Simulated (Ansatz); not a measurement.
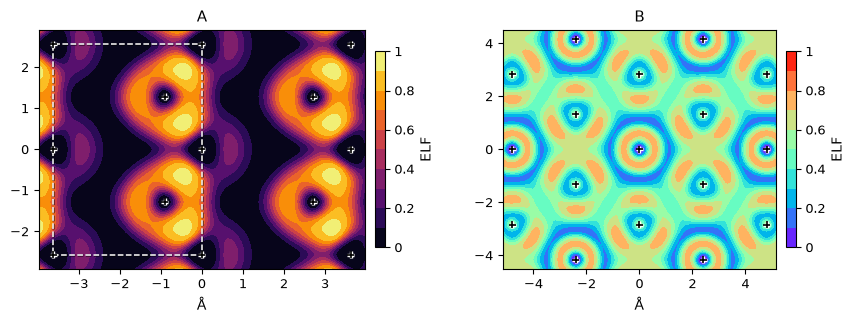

The ELF of 2 systems, each on a plane through atoms (crosses mark nuclei in the plane).

Level of theory: Ansatz 0.2.0, DFT PBE, scalar-relativistic, plane waves, PAW.

System 1: TaSi2, the (001) plane of the conventional cell. Space group C222; not relaxed (largest force 0.7 eV/Å); computed pressure about −3 GPa in this cell.

```
CELL_PARAMETERS angstrom
2.40285 4.16186 0.00000
-7.20856 4.16186 0.00000
0.00000 0.00000 15.19469
ATOMIC_POSITIONS crystal
Ta 0.75000 0.25000 0.13818
Ta 0.25000 0.75000 0.13818
Ta 0.75000 0.25000 0.57236
Ta 0.25000 0.75000 0.57236
Ta 0.50000 0.00000 0.28291
Ta 0.00000 0.50000 0.28291
Ta 0.50000 0.00000 0.71709
Ta 0.00000 0.50000 0.71709
Ta 0.25000 0.25000 0.86182
Ta 0.75000 0.75000 0.86182
Ta 0.25000 0.25000 0.42764
Ta 0.75000 0.75000 0.42764
Si 0.23838 0.07946 0.13818
Si 0.73838 0.57946 0.13818
Si 0.23838 0.07946 0.57236
Si 0.73838 0.57946 0.57236
Si 0.00000 0.15892 0.28291
Si 0.50000 0.65892 0.28291
Si 0.00000 0.15892 0.71709
Si 0.50000 0.65892 0.71709
Si 0.76162 0.07946 0.86182
Si 0.26162 0.57946 0.86182
Si 0.76162 0.07946 0.42764
Si 0.26162 0.57946 0.42764
Si 0.26162 0.42054 0.13818
Si 0.76162 0.92054 0.13818
Si 0.26162 0.42054 0.57236
Si 0.76162 0.92054 0.57236
Si 0.50000 0.34108 0.28291
Si 0.00000 0.84108 0.28291
Si 0.50000 0.34108 0.71709
Si 0.00000 0.84108 0.71709
Si 0.73838 0.42054 0.86182
Si 0.23838 0.92054 0.86182
Si 0.73838 0.42054 0.42764
Si 0.23838 0.92054 0.42764
```

System 2: BN, the (101) plane of the conventional cell. Space group F-43m; a structure from a database of computed crystals, not necessarily the ambient phase.

```
B N
1.0
     3.62470    0.00000    0.00000
     0.00000    0.00000   -3.62470
     0.00000    3.62470    0.00000
B N
4 4
Direct
  0.50000 0.50000 0.00000
  0.00000 0.50000 0.50000
  0.00000 0.00000 0.00000
  0.50000 0.00000 0.50000
  0.75000 0.75000 0.25000
  0.25000 0.75000 0.75000
  0.25000 0.25000 0.25000
  0.75000 0.25000 0.75000
```

Which map belongs to which system?

Panel A is system 2, BN: the plane holds B and N. B–N (1.57 Å): the ELF peaks at about 0.95 between the atoms (a shared but strongly polarised pair). Panel B is system 1, TaSi2: the plane holds Ta and Si. Si–Si (2.65 Å): the ELF peaks at about 0.65 between the atoms.
